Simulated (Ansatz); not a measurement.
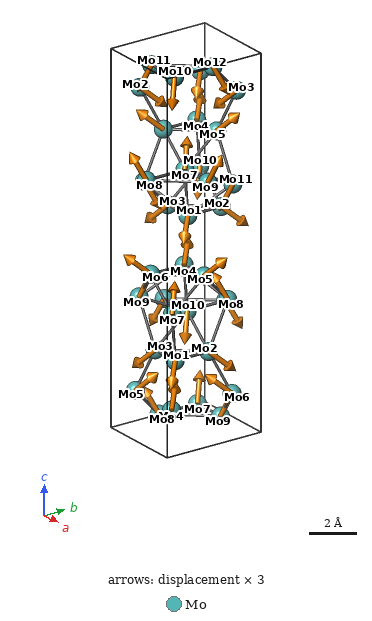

A relaxation of solid Mo (built on the alpha-boron_166 type) (coarse preliminary run). The starting structure is drawn; orange arrows show the displacements (the part carried along by the change of the cell is left out), 3 times their true length.

The picture is a ball-and-stick view of the conventional cell (3 times the calculation's cell), seen slightly off an axis. Lengths and directions refer to the drawn axes.

Case: alpha-boron type (R-3m, No. 166).

Method: Ansatz 0.2.0, DFT PBEsol, scalar-relativistic, plane waves, PAW. Settings: plane-wave cutoff 420 eV; k-point mesh 3 × 3 × 3; occupations gaussian; smearing width 0.1 eV; no spin polarisation; cell and atoms relaxed; force threshold 0.04 eV/Å; at most 70 steps.

Q: What happened in the run?

A: The energy falls by 1463 meV per atom in 25 accepted moves (32 points after the start). Largest force component: 6.2 eV/Å at the start, 0.028 eV/Å at the end. The pressure goes from 62.33 to 0.38 GPa. The line search rejected the trial steps at points 8, 13, 24, 25 of the run. At 3 points the geometry stayed and the basis and grid were re-selected for the new cell (energy shift of 36.8 meV per atom at most each time). The largest moves relative to the cell, 0.53 Å, are those of Mo1, Mo2, Mo3, Mo4, Mo5 and Mo6. Mo4 goes roughly along [−3 3 1]. The drawn cell changes as follows: a = b 6.502 → 5.234 Å (−19.5 %), c 16.632 → 27.385 Å (+64.7 %); the volume changes by +6.7 %. Near-neighbour distances that change, for instance: Mo1–Mo7 2.380 → 4.408 Å, Mo1–Mo2 4.183 → 2.631 Å, Mo10–Mo11 3.840 → 2.638 Å, Mo7–Mo11 2.360 → 2.690 Å. New bonds form: Mo10–Mo11 (3.84 → 2.64 Å), Mo10–Mo12 (3.84 → 2.64 Å), Mo11–Mo12 (3.84 → 2.64 Å), Mo1–Mo2 (4.18 → 2.63 Å). Bonds break: Mo1–Mo7 (2.38 → 4.41 Å), Mo2–Mo8 (2.38 → 4.41 Å), Mo3–Mo9 (2.38 → 4.41 Å), Mo4–Mo10 (2.38 → 4.41 Å). Among the angles between lasting bonds that change: Mo4–Mo8–Mo10 60.1° → 110.9°, Mo10–Mo8–Mo11 108.9° → 58.7°, Mo11–Mo1–Mo12 107.0° → 59.4°. The space group stays R-3m (No. 166). The run took of the order of 5 core-minutes on a shared host.
